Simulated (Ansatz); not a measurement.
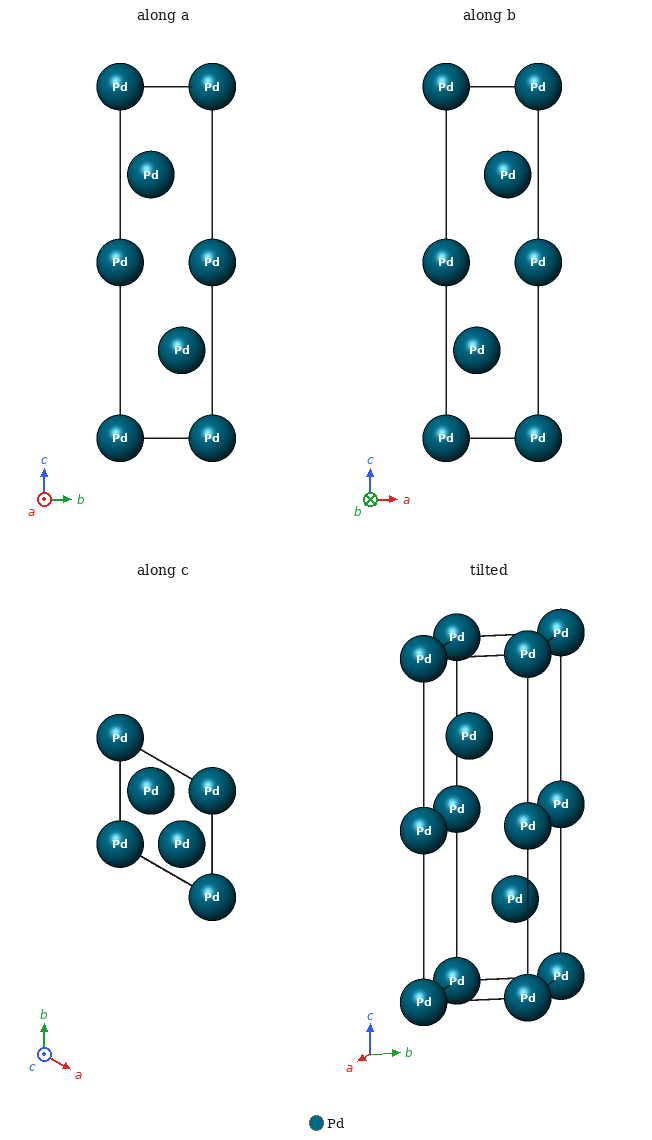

Spheres-only representation of a periodic structure, projected along the a axis, along the b axis, along the c axis and slightly off an axis. The conventional unit cell is drawn as a box.

Lattice parameters: a = 2.915 Å, b = 2.915 Å, c = 9.631 Å, α = 90.00°, β = 90.00°, γ = 120.00°. Put a along x and b in the xy plane.

### Reconstruct the structure as a POSCAR file.

```
Pd
1.0
     2.915    0.000    0.000
    -1.458    2.525    0.000
     0.000    0.000    9.631
Pd
4
Direct
  0.0000 0.0000 0.0000
  0.0000 0.0000 0.5000
  0.3333 0.6667 0.2500
  0.6667 0.3333 0.7500
```

The structure was taken from a structure type filled with this element by a generator (whether the element takes this form wasn't checked). Earlier steps of the study may have refined or changed the cell and positions. An electronic-structure calculation with Ansatz was run on it.

At this level of theory the cell isn't at rest (stretched, at -8 GPa), so its distances can differ from those at equilibrium, the more so the softer the solid.
